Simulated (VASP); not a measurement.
## G0W0 gap of ZnSe (Stilleite) against strain

How does the quasiparticle gap of ZnSe (Stilleite) follow strain, and does the starting functional get the slope right? The cell is of the zinc-blende type, one of the forms listed for this formula. The start is a cell from a database of measured crystal structures.

Program: VASP 6.6.1. Level of theory: PBE; plane waves and PAW (Se_GW, Zn_GW), in the first sound run; inputs show where later runs differ. Results are calculated unless marked as measured.

**1. Set-up**

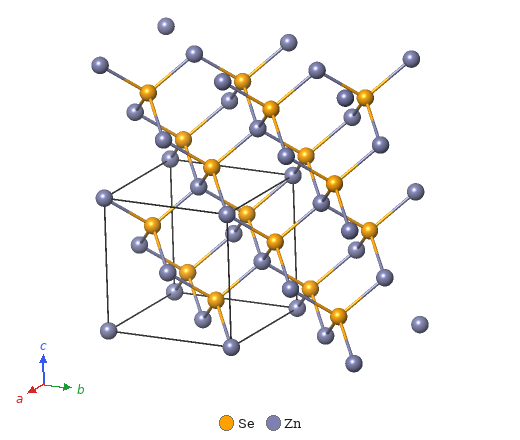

The cell as given, slightly off an axis (selenium orange, zinc blue). 1×2×2 cells are drawn. This picture shows the conventional cell, with its axes. Bonds to atoms that aren't drawn are left out. Some periodic images of atoms are drawn too.

Coordinates:

```cif
data_structure
_symmetry_space_group_name_H-M 'P 1'
_symmetry_Int_Tables_number 1
_cell_length_a 4.0076
_cell_length_b 4.0076
_cell_length_c 4.0076
_cell_angle_alpha 60.000
_cell_angle_beta 60.000
_cell_angle_gamma 60.000
_cell_volume 45.51
loop_
_atom_site_label
_atom_site_type_symbol
_atom_site_fract_x
_atom_site_fract_y
_atom_site_fract_z
_atom_site_occupancy
Se1 Se 0.75000 0.75000 0.75000 1
Zn2 Zn 0.00000 0.00000 0.00000 1
```

**2. Ground state**

The orbitals come from a self-consistent PBE run with a tight EDIFF and a narrow smearing. KPOINTS_OPT adds the bands along a path, which shows whether the mesh holds the band edges.

Contents of INCAR:

```
SYSTEM = ZnSe
PREC = Accurate
ENCUT = 350
EDIFF = 1E-08
NELM = 100
ISMEAR = 0
SIGMA = 0.01
LREAL = .FALSE.
ALGO = Normal
GGA = PE
NBANDS = 15
LORBIT = 11
LWAVE = .TRUE.
LCHARG = .FALSE.
KPAR = 8
```

Contents of POSCAR:

```
ZnSe
1.0
    0.0000000000      2.8338000000      2.8338000000
    2.8338000000      0.0000000000      2.8338000000
    2.8338000000      2.8338000000      0.0000000000
Se Zn
1 1
Direct
    0.7500000000      0.7500000000      0.7500000000
    0.0000000000      0.0000000000      0.0000000000
```

Contents of KPOINTS:

```
Automatic mesh
0
Gamma
6 6 6
0 0 0
```

Contents of KPOINTS_OPT:

```
Line mode
12
Line-mode
Reciprocal
  0.00000000   0.00000000   0.00000000 GAMMA
  0.50000000   0.00000000   0.50000000 X

  0.50000000   0.00000000   0.50000000 X
  0.50000000   0.25000000   0.75000000 W

  0.50000000   0.25000000   0.75000000 W
  0.37500000   0.37500000   0.75000000 K

  0.37500000   0.37500000   0.75000000 K
  0.00000000   0.00000000   0.00000000 GAMMA

  0.00000000   0.00000000   0.00000000 GAMMA
  0.50000000   0.50000000   0.50000000 L

  0.50000000   0.50000000   0.50000000 L
  0.62500000   0.25000000   0.62500000 U

  0.62500000   0.25000000   0.62500000 U
  0.50000000   0.25000000   0.75000000 W

  0.50000000   0.25000000   0.75000000 W
  0.50000000   0.50000000   0.50000000 L

  0.50000000   0.50000000   0.50000000 L
  0.37500000   0.37500000   0.75000000 K

  0.62500000   0.25000000   0.62500000 U
  0.50000000   0.00000000   0.50000000 X
```

The projector-augmented-wave data sets are Se_GW and Zn_GW (PBE family, release 64).

Command:

```
mpirun -np 8 vasp_std
```

Output:

```text
[banner, memory and clock lines left out]
running    8 mpi-ranks, on    1 nodes
 distrk:  each k-point on    1 cores,    8 groups
 distr:  one band on    1 cores,    1 groups

 POSCAR found type information on POSCAR SeZn
 POSCAR found :  2 types and       2 ions
|                                                                             |
|           W    W    AA    RRRRR   N    N  II  N    N   GGGG   !!!           |
|           W    W   A  A   R    R  NN   N  II  NN   N  G    G  !!!           |
|           W    W  A    A  R    R  N N  N  II  N N  N  G       !!!           |
|           W WW W  AAAAAA  RRRRR   N  N N  II  N  N N  G  GGG   !            |
|           WW  WW  A    A  R   R   N   NN  II  N   NN  G    G                |
|           W    W  A    A  R    R  N    N  II  N    N   GGGG   !!!           |
|                                                                             |
|     For optimal performance we recommend to set                             |
|       NCORE = 2 up to number-of-cores-per-socket                            |
|     NCORE specifies how many cores store one orbital (NPAR=cpu/NCORE).      |
|     This setting can greatly improve the performance of VASP for DFT.       |
|     The default, NCORE=1 might be grossly inefficient on modern             |
|     multi-core architectures or massively parallel machines. Do your        |
|     Unfortunately you need to use the default for GW and RPA                |
|     calculations (for HF NCORE is supported but not extensively tested      |
|     yet).                                                                   |
|                                                                             |

 LDA part: xc-table for (Slater+PW92), standard interpolation
 POSCAR, INCAR and KPOINTS ok, starting setup
 FFT: planning ... GRIDC
 FFT: planning ... GRID_SOFT
 FFT: planning ... GRID
 WAVECAR not read
 entering main loop
       N       E                     dE             d eps       ncg     rms          rms(c)
DAV:   1     0.104981503117E+03    0.10498E+03   -0.69292E+03   501   0.152E+03
DAV:   2     0.123018523687E+00   -0.10486E+03   -0.97704E+02   529   0.274E+02
DAV:   3    -0.621335829866E+01   -0.63364E+01   -0.62981E+01   760   0.656E+01
DAV:   4    -0.631168397132E+01   -0.98326E-01   -0.98306E-01   559   0.682E+00
DAV:   5    -0.631358983919E+01   -0.19059E-02   -0.19058E-02   760   0.121E+00    0.251E+00
DAV:   6    -0.604404896277E+01    0.26954E+00   -0.68872E-01   733   0.501E+01    0.125E+00
DAV:   7    -0.601848827042E+01    0.25561E-01   -0.19305E-01   682   0.107E+01    0.579E-01
DAV:   8    -0.601660016449E+01    0.18881E-02   -0.88780E-03   769   0.352E+00    0.271E-01
DAV:   9    -0.601691882759E+01   -0.31866E-03   -0.23146E-03   741   0.491E-01    0.254E-02
DAV:  10    -0.601698379388E+01   -0.64966E-04   -0.99203E-05   732   0.207E-01    0.109E-02
DAV:  11    -0.601700176004E+01   -0.17966E-04   -0.29595E-05   543   0.673E-02    0.215E-03
DAV:  12    -0.601700259197E+01   -0.83193E-06   -0.94253E-07   652   0.111E-02    0.903E-04
DAV:  13    -0.601700288408E+01   -0.29212E-06   -0.21200E-07   571   0.303E-03    0.245E-04
DAV:  14    -0.601700288545E+01   -0.13652E-08   -0.96420E-09   493   0.231E-03
   1 F= -.60170029E+01 E0= -.60170029E+01  d E =-.105492E-71
 Start KPOINTS_OPT (optional k-point list driver)
k-point batch [1-16\120]
       N       E                     dE             ncg
DAV:   1     0.959260318494E+03   -0.43936E+04      488
DAV:   2    -0.743163884098E+03   -0.17024E+04      564
DAV:   3    -0.841926870323E+03   -0.98763E+02      706
DAV:   4    -0.843910646510E+03   -0.19838E+01      624
DAV:   5    -0.843973869713E+03   -0.63223E-01      737
DAV:   6    -0.843974357007E+03   -0.48729E-03      652
DAV:   7    -0.843974366145E+03   -0.91380E-05      744
DAV:   8    -0.843974366221E+03   -0.75921E-07      645
DAV:   9    -0.843974366222E+03   -0.15409E-08      527
[...]
k-point batch [113-120\120]
       N       E                     dE             ncg
DAV:   1     0.481752864563E+04   -0.41169E+04      240
DAV:   2     0.394767158612E+04   -0.86986E+03      268
DAV:   3     0.389427981925E+04   -0.53392E+02      387
DAV:   4     0.389357084861E+04   -0.70897E+00      290
DAV:   5     0.389354344634E+04   -0.27402E-01      402
DAV:   6     0.389354323256E+04   -0.21378E-03      290
DAV:   7     0.389354322496E+04   -0.75989E-05      380
DAV:   8     0.389354322490E+04   -0.64655E-07      318
DAV:   9     0.389354322489E+04   -0.31705E-08      276
 writing wavefunctions
```

The job ended after 7 s (8 MPI ranks of AMD EPYC 7R43, shared host; peak memory 0.95 GiB; 51 s of CPU time).

The logs omit lines about the potential files and the build; timing stands in the text.

Parts of OUTCAR (step 2):

```text
ion  position               nearest neighbor table
   1  0.750  0.750  0.750-   2 2.45   2 2.45   2 2.45   2 2.45
   2  0.000  0.000  0.000-   1 2.45   1 2.45   1 2.45   1 2.45

  LATTYP: Found a face centered cubic cell.
 ALAT       =     5.6676000000

 Subroutine GETGRP returns: Found 24 space group operations
 (whereof 24 operations were pure point group operations)

The static configuration has the point symmetry T_d .

 Found     16 irreducible k-points:

   k-points           NKPTS =     16   k-points in BZ     NKDIM =     16   number of bands    NBANDS=     15

   dimension x,y,z NGX =    24 NGY =   24 NGZ =   24
   dimension x,y,z NGXF=    48 NGYF=   48 NGZF=   48

   ENCUT  =  350.0 eV  25.72 Ry    5.07 a.u.   6.11  6.11  6.11*2*pi/ulx,y,z

   NELECT =      18.0000    total number of electrons

 k-points in reciprocal lattice and weights: Automatic mesh
   0.00000000  0.00000000  0.00000000       0.005
   0.16666667  0.00000000  0.00000000       0.037
   0.33333333  0.00000000  0.00000000       0.037
   0.50000000  0.00000000  0.00000000       0.019
   0.16666667  0.16666667  0.00000000       0.028
   0.33333333  0.16666667  0.00000000       0.111
   0.50000000  0.16666667  0.00000000       0.111
  -0.33333333  0.16666667  0.00000000       0.111
  -0.16666667  0.16666667  0.00000000       0.056
[...]
-0.33333333  0.33333333  0.16666667       0.111
  -0.33333333  0.50000000  0.16666667       0.056

 average (electrostatic) potential at core
       1 -54.9361       2 -65.3317

 E-fermi :   2.7736

 k-point     1 :       0.0000    0.0000    0.0000
  band No.  band energies     occupation
    ...
      5      -3.5234      2.00000
      6      -3.5234      2.00000
      7       2.6486      2.00000
      8       2.6486      2.00000
      9       2.6486      2.00000
     10       3.9253      0.00000
     11       8.4461      0.00000
     12       8.4461      0.00000
     13       8.4461      0.00000
     14      12.5718      0.00000
    ...

 k-point     2 :       0.1667    0.0000    0.0000
  band No.  band energies     occupation
    ...
      5      -3.5251      2.00000
      6      -3.5251      2.00000
      7       0.7414      2.00000
      8       2.3959      2.00000
      9       2.3959      2.00000
     10       5.1896      0.00000
     11       8.5157      0.00000
     12       8.8478      0.00000
     13       8.8479      0.00000
     14      13.1028      0.00000
    ...

 k-point     3 :       0.3333    0.0000    0.0000
  band No.  band energies     occupation
    ...
      5      -3.5167      2.00000
      6      -3.5167      2.00000
      7      -1.4092      2.00000
      8       1.9681      2.00000
      9       1.9681      2.00000
     10       5.3204      0.00000
     11       9.1198      0.00000
     12       9.1198      0.00000
     13      10.2109      0.00000
     14      13.0628      0.00000
    ...

  Total        0.5968508      0.5968508      0.5968508      0.0000000     -0.0000000      0.0000000
  in kB       21.0106146     21.0106146     21.0106146      0.0000000     -0.0000000      0.0000000
  external PRESSURE =      21.0106146 kB  Pullay stress =       0.0000000 kB

  energy-cutoff  :      350.00
  volume of cell :       45.51
      direct lattice vectors                 reciprocal lattice vectors
     0.000000000  2.833800000  2.833800000    -0.176441527  0.176441527  0.176441527
     2.833800000  0.000000000  2.833800000     0.176441527 -0.176441527  0.176441527
     2.833800000  2.833800000  0.000000000     0.176441527  0.176441527 -0.176441527

 POSITION                                       TOTAL-FORCE (eV/Angst)
 -----------------------------------------------------------------------------------
      4.25070      4.25070      4.25070        -0.000000     -0.000000     -0.000000
      0.00000      0.00000      0.00000         0.000000      0.000000      0.000000
 -----------------------------------------------------------------------------------
    total drift:                                0.000001      0.000001     -0.000000

  FREE ENERGIE OF THE ION-ELECTRON SYSTEM (eV)
  ---------------------------------------------------
  free  energy   TOTEN  =        -6.0170028854 eV

  energy  without entropy=       -6.0170028854  energy(sigma->0) =       -6.01700289

 total charge
# of ion       s       p       d       tot
------------------------------------------
    1        1.423   2.387   0.030   3.840
    2        0.513   0.436   9.761  10.711
--------------------------------------------------
tot          1.936   2.823   9.791  14.550

[... 3 further parts left out ...]
```

Numbers from this step:

```yaml
free_energy_toten: -6.017 eV
fermi_energy: 2.774 eV
pressure: 2.101 GPa
least_gap_on_mesh_and_path: 1.277 eV
least_direct_gap_on_mesh_and_path: 1.277 eV
```

The highest empty bands on the path are converged less tightly, to about 0.1 eV. Electronic bands along the path, in eV, zero at the valence-band top; v1 is the highest filled band, c1 the lowest empty one:

| point | v4 | v3 | v2 | v1 | c1 | c2 | c3 | c4 |
| --- | --- | --- | --- | --- | --- | --- | --- | --- |
| Γ | -6.17 | 0.00 | 0.00 | 0.00 | 1.28 | 5.80 | 5.80 | 5.80 |
| X | -5.99 | -4.75 | -2.19 | -2.19 | 2.98 | 3.46 | 10.72 | 11.24 |
| W | -5.87 | -4.68 | -2.76 | -2.66 | 5.48 | 5.55 | 6.95 | 7.70 |
| K | -5.91 | -4.72 | -3.09 | -1.79 | 3.58 | 5.59 | 9.04 | 9.26 |
| Γ | -6.17 | 0.00 | 0.00 | 0.00 | 1.28 | 5.80 | 5.80 | 5.80 |
| L | -6.01 | -5.23 | -0.87 | -0.87 | 2.54 | 6.38 | 6.38 | 8.57 |
| U | -5.91 | -4.72 | -3.09 | -1.79 | 3.58 | 5.59 | 9.04 | 9.26 |
| W | -5.87 | -4.68 | -2.76 | -2.66 | 5.48 | 5.55 | 6.95 | 7.70 |
| L | -6.01 | -5.23 | -0.87 | -0.87 | 2.54 | 6.38 | 6.38 | 8.57 |
| K | -5.91 | -4.72 | -3.09 | -1.79 | 3.58 | 5.59 | 9.04 | 9.26 |
| jump to U | -5.91 | -4.72 | -3.09 | -1.79 | 3.58 | 5.59 | 9.04 | 9.26 |
| X | -5.99 | -4.75 | -2.19 | -2.19 | 2.98 | 3.46 | 10.72 | 11.24 |

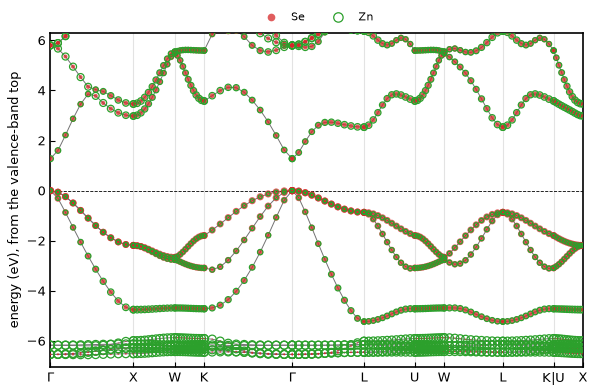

Electronic bands along the path; dots are coloured as in the legend, and their area grows with the weight.

The cell has a gap of 1.28 eV on mesh and path and a pressure of +2.1 GPa, which holds the misfit of the given cell and coordinates with this functional, and any error of cutoff, mesh and data sets. Spin-orbit coupling is left out, which can shift or reorder these edges.

**3. Empty bands**

The next step needs empty bands that the ground-state run didn't converge, so the Hamiltonian is diagonalised exactly for NBANDS bands, in a single step. LOPTICS writes the k-derivatives of the orbitals (WAVEDER), which give the long-wavelength limit of the screening.

Contents of INCAR:

```
SYSTEM = ZnSe
PREC = Accurate
ENCUT = 350
ISMEAR = 0
SIGMA = 0.01
LREAL = .FALSE.
GGA = PE
NBANDS = 192
ALGO = Exact
NELM = 1
LWAVE = .TRUE.
LCHARG = .FALSE.
LOPTICS = .TRUE.
NEDOS = 1000
CSHIFT = 0.1
```

POSCAR is that of step 2.

KPOINTS is that of step 2.

Command:

```
mpirun -np 8 vasp_std
```

Output:

```text
[banner, memory and clock lines left out]
running    8 mpi-ranks, on    1 nodes
 distrk:  each k-point on    8 cores,    1 groups
 distr:  one band on    1 cores,    8 groups

 POSCAR found type information on POSCAR SeZn
 POSCAR found :  2 types and       2 ions
 [... a notice as in an earlier step ...]

 LDA part: xc-table for (Slater+PW92), standard interpolation
 found WAVECAR, reading the header
  number of bands has changed, file:    15 present:   192
  trying to continue reading WAVECAR, but it might fail
 POSCAR, INCAR and KPOINTS ok, starting setup
 FFT: planning ... GRIDC
 FFT: planning ... GRID_SOFT
 FFT: planning ... GRID
 reading WAVECAR
 random initialization beyond band           15
 the WAVECAR file was read successfully
 initial charge from wavefunction
 entering main loop
       N       E                     dE             d eps       ncg     rms          rms(c)
DIA:   1    -0.601700289713E+01   -0.60170E+01    0.00000E+00     0   0.000E+00
   1 F= -.60170029E+01 E0= -.60170029E+01  d E =-.182247-133
 writing wavefunctions
 optical routines
 imaginary and real dielectric function
 recalculating local potential from charge density
 direction            1
 direction            2
 direction            3
```

Run time: 5.8 s. Hardware: 8 MPI ranks; peak memory 0.86 GiB; 41 s of CPU time.

OUTCAR, selected parts (step 3):

```text
The static configuration has the point symmetry T_d .

 Found     16 irreducible k-points:

   k-points           NKPTS =     16   k-points in BZ     NKDIM =     16   number of bands    NBANDS=    192

   NELECT =      18.0000    total number of electrons

 E-fermi :   2.8213

 k-point     1 :       0.0000    0.0000    0.0000
  band No.  band energies     occupation
    ...
      5      -3.5234      2.00000
      6      -3.5234      2.00000
      7       2.6485      2.00000
      8       2.6485      2.00000
      9       2.6485      2.00000
     10       3.9253      0.00000
     11       8.4461      0.00000
     12       8.4461      0.00000
     13       8.4461      0.00000
     14      12.5718      0.00000
    ...

 k-point     2 :       0.1667    0.0000    0.0000
  band No.  band energies     occupation
    ...
      5      -3.5251      2.00000
      6      -3.5251      2.00000
      7       0.7414      2.00000
      8       2.3958      2.00000
      9       2.3959      2.00000
     10       5.1895      0.00000
     11       8.5157      0.00000
     12       8.8478      0.00000
     13       8.8479      0.00000
     14      13.1028      0.00000
    ...

  Total        0.5955573      0.5955573      0.5955573      0.0000000      0.0000000     -0.0000000
  in kB       20.9650808     20.9650808     20.9650808      0.0000000      0.0000000     -0.0000000
  external PRESSURE =      20.9650808 kB  Pullay stress =       0.0000000 kB

  FREE ENERGIE OF THE ION-ELECTRON SYSTEM (eV)
  ---------------------------------------------------
  free  energy   TOTEN  =        -6.0170028971 eV

  energy  without entropy=       -6.0170028971  energy(sigma->0) =       -6.01700290

 plasma frequency squared (from intraband transitions) (eV^2)
  --------------------------------------------------------------------------------------
       0.000       0.000      -0.000
      -0.000       0.000      -0.000
       0.000       0.000       0.000

[... 9 parts as in an earlier step ...]

[... 4 further parts left out ...]
```

WAVECAR now holds 192 bands for 18 electrons. Its independent-particle dielectric tensor has xx, yy, zz = 9.3, 9.3, 9.3 on this mesh, which isn't tested for convergence in mesh or bands and lacks local fields.

(Continued in part 2 of 4.)

[Lines on the potential files, build, host, timing and source positions are cut from VASP's logs without a mark.]

[Logs are printed without paths, hosts, clocks, repeated set-up lines and the standing remarks that a program may print on its own settings, such as how far it seeks lower states.]

[Hosts, paths, dates, database ids (printed as entryN), source tags and the programs' standing remarks are cut or masked in the printed files.]

[Pressures printed for these runs are not shown converged in the cutoff: they can be off by several GPa and have the wrong sign.]
